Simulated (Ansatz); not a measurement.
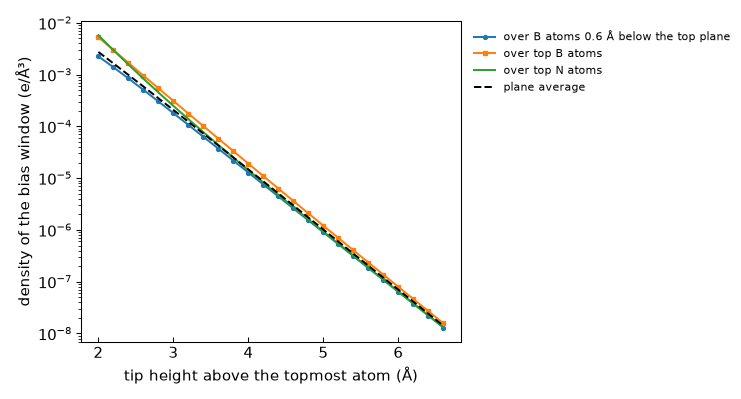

Approach curves over BN(100) (P6_3/mmc bulk, 12 atomic planes (those closer than 0.6 Å count as one), 11 Å, BN-terminated) at a sample bias of −1.00 V.

The STM signal is simulated in the Tersoff–Hamann approximation. Bias windows are sharp sums over the levels of the k mesh.

The calculation used DFT LDA, scalar-relativistic, plane waves, PAW in Ansatz 0.2.0. Cutoff 420 eV, 23 × 9 k-points, Gaussian smearing 0.05 eV, dipole correction. The slab is a cut without reconstruction beyond its cell, at the source's lattice constants, with its lower half held fixed and the rest relaxed. No spin polarisation. The run couldn't confirm all of its levels under its output density. The run warns that the functional's potential is rough in the thin density of the vacuum, where the tip is; weak contrasts and barriers may feel it.

How fast does the current decay, and what apparent barrier height does that imply?

Answer. Near 4 Å the plane average falls as exp(−2.66 z/Å), a factor of 14 per ångström, which gives an apparent barrier of 6.8 eV (0.952 eV Å² times the slope squared). The vacuum level lies 6.17 eV above zero bias. The apparent barrier is above 6.17 eV. At 4 Å the 0.25 eV of states nearest the highest filled state carry 89 % of the density.
